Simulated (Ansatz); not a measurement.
## Nudged elastic band of Zr$_{8}$S$_{15}$ (part 2 of 3)

The same run, continued: Zr$_{8}$S$_{15}$ (defect cell, 23 atoms in the cell); DFT with PBEsol, PAW plane waves, no spin polarisation (Ansatz 0.2.0); cutoff 420 eV, 2×2×2 k-mesh, Fermi–Dirac smearing of 0.05 eV. The structure derives from an entry of the Crystallography Open Database.

Geometry of the input (Å; fractional positions):
```
7.1865  0.0000  0.0000
-3.5933  6.2237  0.0000
0.0000  0.0000  11.5816
Zr 0.0070  0.0063  -0.0008
S  0.1692  0.3395  0.1250
S  0.3339  0.1664  0.3738
Zr 0.0005  0.0009  0.5008
S  0.1721  0.3344  0.6232
S  0.3297  0.1671  0.8742
Zr 0.0078  0.5035  0.0025
S  0.1671  0.8316  0.1228
S  0.3347  0.6649  0.3798
Zr -0.0050  0.5019  0.5024
S  0.1657  0.8354  0.6250
Zr 0.5037  0.0033  0.0023
S  0.6685  0.3379  0.1232
S  0.8331  0.1690  0.3757
Zr 0.4959  -0.0038  0.4988
S  0.6697  0.3391  0.6234
S  0.8340  0.1674  0.8751
Zr 0.5051  0.5071  0.0018
S  0.6662  0.8318  0.1244
S  0.8313  0.6652  0.3770
Zr 0.4981  0.5014  0.5007
S  0.6661  0.8326  0.6232
S  0.8320  0.6639  0.8761
```

Log, continued
```
NEB image 4
SCF 28 converged in 10 iterations: F = -46335.531026 eV  dr2 = 3.93e-8
NEB image 5
SCF 29 converged in 11 iterations: F = -46336.146970 eV  dr2 = 2.68e-8
NEB iter   3: max|band force component| = 1.648e0 eV/Å  barrier→ = 1.2213 eV  barrier← = 1.2213 eV  Δτ_max = 0.2000 Å  (51 SCF iters)
NEB image 1
SCF 30 converged in 10 iterations: F = -46336.227745 eV  dr2 = 3.71e-8
NEB image 2
SCF 31 converged in 9 iterations: F = -46335.625716 eV  dr2 = 7.90e-8
NEB image 3
SCF 32 converged in 9 iterations: F = -46335.573445 eV  dr2 = 7.65e-8
NEB image 4
SCF 33 converged in 9 iterations: F = -46335.609093 eV  dr2 = 5.84e-8
NEB image 5
SCF 34 converged in 10 iterations: F = -46336.189377 eV  dr2 = 3.43e-8
NEB iter   4: max|band force component| = 1.533e0 eV/Å  barrier→ = 0.8735 eV  barrier← = 0.8735 eV  Δτ_max = 0.1002 Å  (47 SCF iters)
NEB image 1
SCF 35 converged in 9 iterations: F = -46336.156717 eV  dr2 = 5.75e-8
NEB image 2
SCF 36 converged in 8 iterations: F = -46335.688386 eV  dr2 = 4.81e-8
NEB image 3
SCF 37 converged in 9 iterations: F = -46335.730302 eV  dr2 = 1.49e-8
NEB image 4
SCF 38 converged in 8 iterations: F = -46335.678459 eV  dr2 = 5.15e-8
NEB image 5
SCF 39 converged in 9 iterations: F = -46336.130844 eV  dr2 = 5.40e-8
NEB iter   5: max|band force component| = 6.795e-1 eV/Å  barrier→ = 0.7685 eV  barrier← = 0.7685 eV  Δτ_max = 0.1087 Å  (43 SCF iters)
NEB image 1
SCF 40 converged in 10 iterations: F = -46336.074013 eV  dr2 = 1.77e-8
NEB image 2
SCF 41 converged in 8 iterations: F = -46335.699292 eV  dr2 = 7.91e-8
NEB image 3
SCF 42 converged in 8 iterations: F = -46335.786937 eV  dr2 = 7.30e-8
NEB image 4
SCF 43 converged in 8 iterations: F = -46335.695593 eV  dr2 = 8.09e-8
NEB image 5
SCF 44 converged in 10 iterations: F = -46336.055368 eV  dr2 = 1.81e-8
NEB iter   6: max|band force component| = 3.940e-1 eV/Å  barrier→ = 0.7514 eV  barrier← = 0.7514 eV  CI = image 4  Δτ_max = 0.2000 Å  (44 SCF iters)
NEB image 1
SCF 45 converged in 10 iterations: F = -46335.945546 eV  dr2 = 4.33e-8
NEB image 2
SCF 46 converged in 10 iterations: F = -46335.697555 eV  dr2 = 1.40e-8
NEB image 3
SCF 47 converged in 11 iterations: F = -46335.751191 eV  dr2 = 3.16e-8
NEB image 4
SCF 48 converged in 9 iterations: F = -46335.710338 eV  dr2 = 2.44e-8
NEB image 5
SCF 49 converged in 10 iterations: F = -46336.015998 eV  dr2 = 2.25e-8
NEB iter   7: max|band force component| = 4.269e-1 eV/Å  barrier→ = 0.7494 eV  barrier← = 0.7494 eV  CI = image 2  Δτ_max = 0.2000 Å  (50 SCF iters)
NEB image 1
SCF 50 converged in 10 iterations: F = -46336.012568 eV  dr2 = 2.48e-8
NEB image 2
SCF 51 converged in 8 iterations: F = -46335.711975 eV  dr2 = 7.53e-8
NEB image 3
SCF 52 converged in 10 iterations: F = -46335.833031 eV  dr2 = 2.70e-8
NEB image 4
SCF 53 converged in 9 iterations: F = -46335.700548 eV  dr2 = 4.43e-8
NEB image 5
SCF 54 converged in 10 iterations: F = -46335.942869 eV  dr2 = 4.14e-8
NEB iter   8: max|band force component| = 4.875e-1 eV/Å  barrier→ = 0.7464 eV  barrier← = 0.7464 eV  CI = image 4  Δτ_max = 0.2000 Å  (47 SCF iters)
NEB image 1
SCF 55 converged in 9 iterations: F = -46335.900075 eV  dr2 = 7.76e-8
NEB image 2
SCF 56 converged in 9 iterations: F = -46335.714127 eV  dr2 = 7.71e-8
NEB image 3
SCF 57 converged in 10 iterations: F = -46335.601890 eV  dr2 = 2.52e-8
NEB image 4
SCF 58 converged in 9 iterations: F = -46335.716502 eV  dr2 = 4.81e-8
NEB image 5
SCF 59 converged in 10 iterations: F = -46336.009575 eV  dr2 = 3.20e-8
NEB iter   9: max|band force component| = 7.147e-1 eV/Å  barrier→ = 0.8451 eV  barrier← = 0.8451 eV  CI = image 3  Δτ_max = 0.1006 Å  (47 SCF iters)
NEB image 1
SCF 60 converged in 8 iterations: F = -46335.856437 eV  dr2 = 5.00e-8
NEB image 2
SCF 61 converged in 10 iterations: F = -46335.747835 eV  dr2 = 2.58e-8
NEB image 3
SCF 62 converged in 9 iterations: F = -46335.798284 eV  dr2 = 2.66e-8
NEB image 4
SCF 63 converged in 9 iterations: F = -46335.720100 eV  dr2 = 3.11e-8
NEB image 5
SCF 64 converged in 9 iterations: F = -46335.961773 eV  dr2 = 3.43e-8
NEB iter  10: max|band force component| = 6.258e-1 eV/Å  barrier→ = 0.7269 eV  barrier← = 0.7269 eV  CI = image 4  Δτ_max = 0.2000 Å  (45 SCF iters)
NEB image 1
SCF 65 converged in 8 iterations: F = -46335.794312 eV  dr2 = 8.71e-8
NEB image 2
SCF 66 converged in 10 iterations: F = -46335.674671 eV  dr2 = 8.44e-8
NEB image 3
SCF 67 converged in 10 iterations: F = -46335.811678 eV  dr2 = 1.78e-8
NEB image 4
SCF 68 converged in 9 iterations: F = -46335.716090 eV  dr2 = 2.70e-8
NEB image 5
SCF 69 converged in 9 iterations: F = -46336.020176 eV  dr2 = 3.68e-8
NEB iter  11: max|band force component| = 1.674e0 eV/Å  barrier→ = 0.7723 eV  barrier← = 0.7723 eV  CI = image 2  Δτ_max = 0.1009 Å  (46 SCF iters)
NEB image 1
SCF 70 converged in 8 iterations: F = -46335.783174 eV  dr2 = 3.94e-8
NEB image 2
SCF 71 converged in 10 iterations: F = -46335.668697 eV  dr2 = 1.53e-8
NEB image 3
SCF 72 converged in 10 iterations: F = -46335.831316 eV  dr2 = 1.50e-8
NEB image 4
SCF 73 converged in 9 iterations: F = -46335.699046 eV  dr2 = 3.35e-8
NEB image 5
SCF 74 converged in 9 iterations: F = -46335.986860 eV  dr2 = 6.51e-8
NEB iter  12: max|band force component| = 9.494e-1 eV/Å  barrier→ = 0.7783 eV  barrier← = 0.7783 eV  CI = image 2  Δτ_max = 0.2000 Å  (46 SCF iters)
NEB image 1
SCF 75 converged in 9 iterations: F = -46335.757337 eV  dr2 = 2.95e-8
NEB image 2
SCF 76 converged in 11 iterations: F = -46335.760786 eV  dr2 = 4.42e-8
NEB image 3
SCF 77 converged in 9 iterations: F = -46335.838326 eV  dr2 = 9.62e-8
NEB image 4
SCF 78 converged in 10 iterations: F = -46335.753743 eV  dr2 = 2.70e-8
NEB image 5
SCF 79 converged in 9 iterations: F = -46335.905064 eV  dr2 = 5.50e-8
NEB iter  13: max|band force component| = 1.067e0 eV/Å  barrier→ = 0.6932 eV  barrier← = 0.6932 eV  CI = image 4  Δτ_max = 0.1978 Å  (48 SCF iters)
NEB image 1
SCF 80 converged in 9 iterations: F = -46335.806165 eV  dr2 = 3.36e-8
NEB image 2
SCF 81 converged in 10 iterations: F = -46335.761631 eV  dr2 = 6.57e-8
NEB image 3
SCF 82 converged in 9 iterations: F = -46335.840495 eV  dr2 = 3.61e-8
NEB image 4
SCF 83 converged in 9 iterations: F = -46335.730898 eV  dr2 = 2.52e-8
NEB image 5
SCF 84 converged in 9 iterations: F = -46335.959811 eV  dr2 = 1.66e-8
NEB iter  14: max|band force component| = 4.570e-1 eV/Å  barrier→ = 0.7161 eV  barrier← = 0.7161 eV  CI = image 4  Δτ_max = 0.1323 Å  (46 SCF iters)
NEB image 1
SCF 85 converged in 9 iterations: F = -46335.862620 eV  dr2 = 4.73e-8
NEB image 2
SCF 86 converged in 10 iterations: F = -46335.758358 eV  dr2 = 1.35e-8
NEB image 3
SCF 87 converged in 8 iterations: F = -46335.840841 eV  dr2 = 9.37e-8
NEB image 4
SCF 88 converged in 8 iterations: F = -46335.715693 eV  dr2 = 8.32e-8
NEB image 5
SCF 89 converged in 9 iterations: F = -46336.016916 eV  dr2 = 4.89e-8
NEB iter  15: max|band force component| = 1.570e-1 eV/Å  barrier→ = 0.7313 eV  barrier← = 0.7313 eV  CI = image 4  Δτ_max = 0.0835 Å  (44 SCF iters)
NEB image 1
SCF 90 converged in 9 iterations: F = -46335.902834 eV  dr2 = 3.72e-8
NEB image 2
SCF 91 converged in 9 iterations: F = -46335.755285 eV  dr2 = 3.10e-8
NEB image 3
SCF 92 converged in 8 iterations: F = -46335.840915 eV  dr2 = 8.76e-8
NEB image 4
SCF 93 converged in 8 iterations: F = -46335.715829 eV  dr2 = 1.33e-8
NEB image 5
SCF 94 converged in 8 iterations: F = -46336.008195 eV  dr2 = 2.14e-8
NEB iter  16: max|band force component| = 1.387e-1 eV/Å  barrier→ = 0.7312 eV  barrier← = 0.7311 eV  CI = image 4  Δτ_max = 0.0669 Å  (42 SCF iters)
NEB image 1
SCF 95 converged in 9 iterations: F = -46335.940726 eV  dr2 = 5.56e-8
NEB image 2
SCF 96 converged in 9 iterations: F = -46335.756098 eV  dr2 = 2.09e-8
NEB image 3
SCF 97 converged in 8 iterations: F = -46335.841365 eV  dr2 = 4.60e-8
NEB image 4
SCF 98 converged in 8 iterations: F = -46335.718477 eV  dr2 = 1.22e-8
NEB image 5
SCF 99 converged in 7 iterations: F = -46336.020700 eV  dr2 = 5.07e-8
NEB iter  17: max|band force component| = 1.298e-1 eV/Å  barrier→ = 0.7285 eV  barrier← = 0.7285 eV  CI = image 4  Δτ_max = 0.0726 Å  (41 SCF iters)
NEB image 1
preconditioner: auto → LDOS  [metal: Δε(μ)=0.050 eV  Ē_g=7.234 eV  σ=0.050 eV  W_gap=0.24  n_scr=110 (ndim 8)  ℏωp=18.0 eV  f_vac=0.027  D(μ)=8.59/eV (n_scr^D=36)  β→1.0]
SCF 100 converged in 9 iterations: F = -46335.902411 eV  dr2 = 3.42e-8
NEB image 2
preconditioner: auto → LDOS  [metal: Δε(μ)=0.045 eV  Ē_g=7.281 eV  σ=0.050 eV  W_gap=0.22  n_scr=110 (ndim 8)  ℏωp=18.0 eV  f_vac=0.033  D(μ)=9.25/eV (n_scr^D=42)  β→1.0]
SCF 101 converged in 9 iterations: F = -46335.768846 eV  dr2 = 1.96e-8
NEB image 3
preconditioner: auto → LDOS  [metal: Δε(μ)=0.090 eV  Ē_g=7.274 eV  σ=0.050 eV  W_gap=0.36  n_scr=110 (ndim 8)  ℏωp=18.0 eV  f_vac=0.037  D(μ)=10.22/eV (n_scr^D=54)  β→1.0]
SCF 102 converged in 8 iterations: F = -46335.842787 eV  dr2 = 5.24e-8
NEB image 4
preconditioner: auto → LDOS  [insulator: Δε(μ)=0.120 eV  Ē_g=7.235 eV  σ=0.050 eV  W_gap=0.52  n_scr=110 (ndim 8)  ℏωp=18.0 eV  f_vac=0.028  D(μ)=6.66/eV (n_scr^D=34)  ε∞_Penn≈7.2  β→1.0]
SCF 103 converged in 6 iterations: F = -46335.718534 eV  dr2 = 5.09e-8
NEB image 5
iter 1 solved again at ethr=3.55e-7 eV; its pass at ethr=3.10e-3 eV (dr2=6.61e-4 eV) is discarded
SCF iter   1: F=—  HF=-46336.016733 eV  |F-HF|=—  |Δ(HF+E_count)|=         —  Δρ=2.53e-4  dr2=6.79e-4  ethr=3.55e-7  ⟨swp⟩=2.0  Hψ=2840  notcnv=0
preconditioner: auto → LDOS  [metal: Δε(μ)=0.037 eV  Ē_g=7.226 eV  σ=0.050 eV  W_gap=0.18  n_scr=110 (ndim 8)  ℏωp=18.0 eV  f_vac=0.026  D(μ)=9.04/eV (n_scr^D=42)  β→1.0]
SCF iter   2: F=—  HF=-46336.016730 eV  |F-HF|=—  |Δ(HF+E_count)|=   3.45e-6  Δρ=1.72e-4  dr2=5.44e-4  ethr=3.55e-7  ⟨swp⟩=2.1  Hψ=1589  notcnv=0
SCF iter   3: F=—  HF=-46336.016648 eV  |F-HF|=—  |Δ(HF+E_count)|=   8.17e-5  Δρ=3.58e-5  dr2=1.96e-5  ethr=2.92e-7  ⟨swp⟩=2.0  Hψ=1509  notcnv=0
SCF iter   4: F=—  HF=-46336.016560 eV  |F-HF|=—  |Δ(HF+E_count)|=   8.86e-5  Δρ=9.85e-6  dr2=1.46e-6  ethr=1.05e-8  ⟨swp⟩=2.0  Hψ=1286  notcnv=0
SCF iter   5: F=—  HF=-46336.016559 eV  |F-HF|=—  |Δ(HF+E_count)|=   1.53e-7  Δρ=4.23e-6  dr2=2.67e-7  ethr=7.86e-10  ⟨swp⟩=2.0  Hψ=1299  notcnv=0
SCF iter   6: F=-46336.016559 eV  HF=-46336.016559 eV  |F-HF|=2.84e-8  |Δ(HF+E_count)|=   9.58e-9  Δρ=1.81e-6  dr2=4.16e-8  ethr=5.38e-11  ⟨swp⟩=4.0  Hψ=2825  notcnv=0
SCF 104 converged in 6 iterations: F = -46336.016559 eV  dr2 = 4.16e-8
NEB image 1
NSCF: frozen V_eff on 8 k-points
NEB image 2
NSCF: frozen V_eff on 8 k-points
NEB image 3
NSCF: frozen V_eff on 8 k-points
NEB image 5
NSCF: frozen V_eff on 8 k-points
NEB image 4
NSCF: frozen V_eff on 8 k-points
the band table was solved once a step of the walk had ended and its energy, with any forces and stress, was formed, with the checks that follow a solve (3777 applications of the Hamiltonian). They found nothing against the state; the energy, forces and stress were not computed again (output.eigenvalues in the input reference)
NEB iter  18: max|band force component| = 3.675e-2 eV/Å  barrier→ = 0.7285 eV  barrier← = 0.7284 eV  CI = image 4  Δτ_max = 0.0000 Å  (38 SCF iters)
```

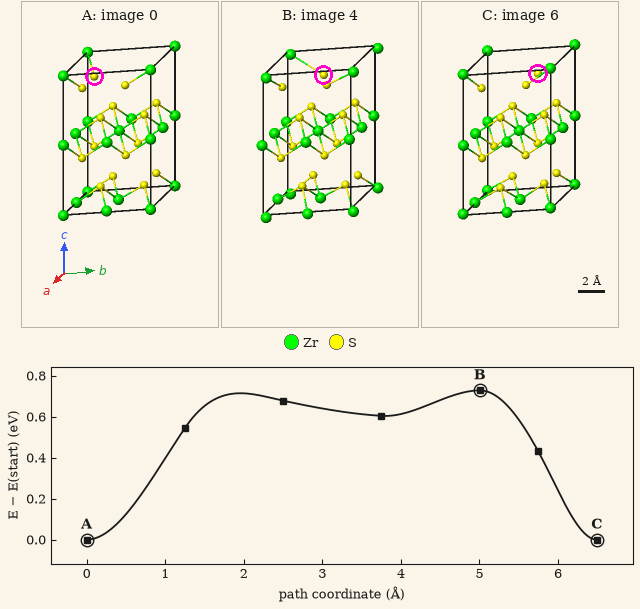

*Images of the last band (counted from 0; ball-and-stick, simulation cell, seen slightly off an axis), with the moving atom and its periodic copies ringed, above the energy along the path; the line is a cubic interpolation that uses the forces.*

The highest image is number 4, 0.728 eV above the start and 0.728 eV above the end (the climbing image); start and end have the same energy. The path is 6.49 Å long, and S6 moves most (3.60 Å). The band converged in 18 iterations.

```
SCF converged after 6 iterations
Free energy (F): -46335.718534 eV
Harris-Foulkes:  -46335.718534 eV  (|F-HF|=3.55e-8)
Internal energy: -46335.661170 eV  (E = F + TS)
E sigma→0 (E₀):  -46335.689852 eV
Entropy (-TS):   -0.057365 eV (-2.494 meV/atom)
Fermi energy:    8.127859 eV
--- Per-component energies (eV) ---
  E_band       = -1272.661065
  E_kinetic    = 4275.667366
  E_local      = -10288.848351  (includes V_loc(G=0)·N_el)
  E_nonlocal   = 1069.384450
  E_hartree    = 3617.988193
  E_xc         = -2733.413173
  E_vxc        = -2843.098577  (∫ρ·V_xc dr)
  E_paw        = -31959.408084  (= ΣΔE_a)
  E_vpaw       = -721.740292  (= ΣTr[D̂ρ^β])
  E_aug_tail   = 0.000203  (compensation charges beyond the density's cutoff)
  E_ewald      = -10319.286777
  E_core_change = 2.255003  (= ΣΔE_core)
  E_smearing   = -0.057365  (= −TS)
  E_closure    = -0.000000  (closes the sum)
  Σ components = -46335.718534   (vs F -46335.718534, Δ=0.00e0)
--- Forces (eV/Å), atoms counted from 1 ---
  atom   1  Zr     0.00619146     0.01126212    -0.00038266
  atom   2  S     -0.00502837    -0.00603643    -0.00228334
  atom   3  S      0.00175944    -0.00146472    -0.00002612
  atom   4  Zr    -0.00086359    -0.00424875     0.00498061
  atom   5  S     -0.00175551     0.00125031    -0.00183609
  atom   6  S     -0.00054054    -0.00329126     0.00109240
  atom   7  Zr    -0.00015249     0.00065666     0.00774184
  atom   8  S     -0.00371983    -0.00100929     0.00095408
  atom   9  S      0.00039824    -0.00026016    -0.00049499
  atom  10  Zr    -0.00105990    -0.00089635     0.00442345
  atom  11  S     -0.00149984     0.00019808    -0.00077124
  atom  12  Zr     0.00784562    -0.00438694    -0.00546483
  atom  13  S     -0.00270653     0.00321288    -0.00175718
  atom  14  S     -0.00126189    -0.00033084     0.00014038
  atom  15  Zr    -0.00148004     0.00444133    -0.00249608
  atom  16  S      0.00072348    -0.00067951     0.00057897
  atom  17  S     -0.00035713    -0.00099454    -0.00034389
  atom  18  Zr     0.01138232     0.00542699    -0.00356056
  atom  19  S     -0.00569532    -0.00131540     0.00110345
  atom  20  S     -0.00093002     0.00092591    -0.00010560
  atom  21  Zr     0.00107338     0.00350663    -0.00103694
  atom  22  S      0.00165773    -0.00130648     0.00080764
  atom  23  S     -0.00398699    -0.00466348    -0.00112938
  max |Σ_I F_I| component: 1.34e-4 eV/Å
--- Band table (eV; the first three rows and the last of 8) ---
  k-point 0: bands = ["-41.5865", "-41.3479", "-41.3022", "-41.2775", "-41.2761", "-41.2753", "-41.2258", "-41.1973", "-19.7832", "-19.7133", "-19.6595", "-19.5872", "-19.5794", "-19.5755", "-19.5654", "-19.4522", "-19.4385", "-19.4361", "-19.3916", "-19.3714", "-19.3645", "-19.3619", "-19.3602", "-19.3435", "-19.3225", "-19.3217", "-19.3213", "-19.3184", "-19.2782", "-19.2500", "-19.2478", "-19.2230", "-5.5773", "-5.1780", "-4.7470", "-4.6057", "-4.5372", "-4.4944", "-4.3654", "-4.3572", "-4.3062", "-4.0983", "-4.0418", "-3.8498", "-3.7611", "-3.7492", "-3.7329", "2.5617", "2.6891", "2.7107", "2.7387", "2.7654", "2.8244", "2.9134", "3.7208", "3.8534", "4.0082", "4.0413", "4.1736", "4.3466", "4.4041", "4.5323", "4.5835", "4.6307", "4.6544", "4.6725", "4.6959", "4.7086", "4.7765", "4.8321", "4.8420", "4.8752", "4.9327", "4.9507", "4.9632", "5.0546", "5.2660", "5.2812", "5.4958", "5.7411", "5.9111", "6.1638", "6.2629", "6.3235", "6.3774", "6.4254", "6.5614", "6.6497", "6.6889", "7.1858", "7.3415", "7.3452", "7.9387", "8.1683", "8.2165", "8.3361", "8.3638", "8.7146", "8.9682", "8.9765", "9.0413", "9.2465", "9.4441", "9.6801", "9.8963", "10.1514", "10.5031", "10.5070", "10.8111", "10.8964", "10.9017", "10.9050", "10.9137", "11.1616", "11.2579", "11.2786"]
  k-point 1: bands = ["-41.5865", "-41.3479", "-41.3022", "-41.2775", "-41.2761", "-41.2753", "-41.2258", "-41.1973", "-19.7832", "-19.7132", "-19.6594", "-19.5872", "-19.5794", "-19.5755", "-19.5654", "-19.4522", "-19.4385", "-19.4362", "-19.3916", "-19.3714", "-19.3645", "-19.3619", "-19.3602", "-19.3435", "-19.3225", "-19.3217", "-19.3213", "-19.3184", "-19.2782", "-19.2500", "-19.2478", "-19.2230", "-5.4944", "-5.3416", "-4.6839", "-4.6053", "-4.5063", "-4.4817", "-4.3852", "-4.3567", "-4.2578", "-4.0513", "-4.0417", "-3.9345", "-3.7694", "-3.7518", "-3.7450", "2.6664", "2.6957", "2.7402", "2.7659", "2.8440", "2.8608", "3.0219", "3.2135", "3.8060", "3.9146", "4.0320", "4.1271", "4.1561", "4.2787", "4.4880", "4.6098", "4.6619", "4.6635", "4.6983", "4.7385", "4.7963", "4.8044", "4.8227", "4.8569", "4.9073", "4.9460", "5.0065", "5.0876", "5.2147", "5.3133", "5.5003", "5.5803", "5.8678", "6.0671", "6.1630", "6.1987", "6.3751", "6.3987", "6.4107", "6.4737", "6.5146", "6.6254", "6.6985", "7.3361", "7.3412", "7.9933", "8.1974", "8.2588", "8.3127", "8.3221", "8.7071", "8.9728", "8.9771", "9.0409", "9.2624", "9.5819", "9.6842", "9.9425", "10.0749", "10.5025", "10.5097", "10.8114", "10.9022", "10.9035", "10.9057", "10.9154", "11.1655", "11.2638", "11.2784"]
```
